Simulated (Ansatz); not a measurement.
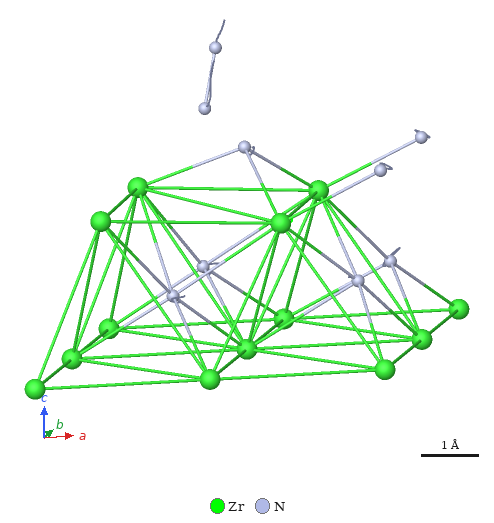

Molecular dynamics of N on ZrN(111) (17 atoms in the cell), 90 fs long. It starts from the last geometry of an earlier run, with fresh velocities. Lines trace each atom's path, in the colour of its element; spheres stand at the starting positions. Fixed atoms have no trace. Seen slightly off an axis in the simulation cell, with the vacuum cut short.

Theory: Ansatz 0.2.0, DFT PBE, scalar-relativistic, plane waves, PAW. Run with plane-wave cutoff 420 eV; k-point mesh 2 × 2 × 1; Fermi-Dirac smearing 0.05 eV; spin collinear; low-accuracy preset; 4 atoms held fixed; Nosé-Hoover thermostat (NVT); set temperature 750 K; time step 1 fs; thermostat time 100.0 fs.

**What do the traces tell about the motion?**

In the second half of the run the atoms are, in the root-mean-square, this far from where they began (common drift taken out): N 0.46 Å, Zr 0.18 Å. The run lasts only 90 fs, too short to tell vibration from diffusion. The conserved quantity stays between −0.013 and 0.25 meV per atom of its start. A straight-line fit has a slope that amounts to +0.031 meV per atom over 90 fs (under 0.1 % of the mean kinetic energy), its mean offset in the second half is 0.2 %, and the ripple about the line is 0.9 % of the kinetic energy's fluctuation. With a drift under 2 % and a ripple under 7 %, the integration is accurate.

Limits of the set-up: the k-point mesh is coarse for a cell with partly filled bands; the program's low-accuracy preset was used; the periodic images lie only 6.5 Å apart, so the values are limited by the cell's size.

The run took 22 min on 2 threads of Intel(R) Xeon(R) 6975P-C (Granite Rapids) (shared host), peak memory 1.2 GiB.

PAW datasets: the set soft_1.
